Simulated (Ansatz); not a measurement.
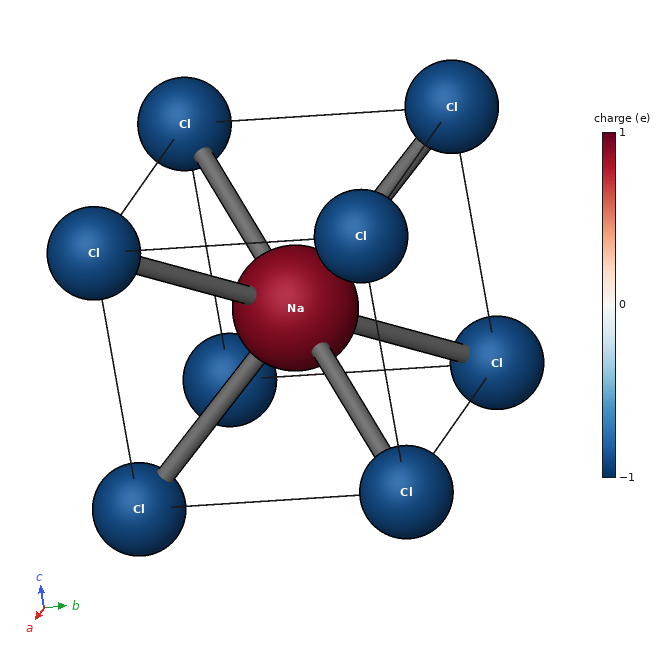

This ball-and-stick model is shown slightly off an axis. One simulation cell is framed, with atoms on its boundary repeated. The atoms of this NaCl cell are coloured by their Bader charge.

Run with DFT r2SCAN, scalar-relativistic, plane waves, PAW in Ansatz and these settings: E_cut = 500 eV, an 8×8×8 grid in reciprocal space, Gaussian smearing of 0.02 eV, no spin polarisation.

Give the charges by element.

Answer. Most positive: Na; most negative: Cl. Charges: about Na +0.9 e; Cl -0.9 e. The transfer is large, as in an ionic solid.

Origin of the cell: a structure type filled with these elements by a generator (whether the compound takes this form wasn't checked). Earlier steps of the study may have refined or changed the cell and positions. Ansatz was used for an electronic-structure calculation on it.
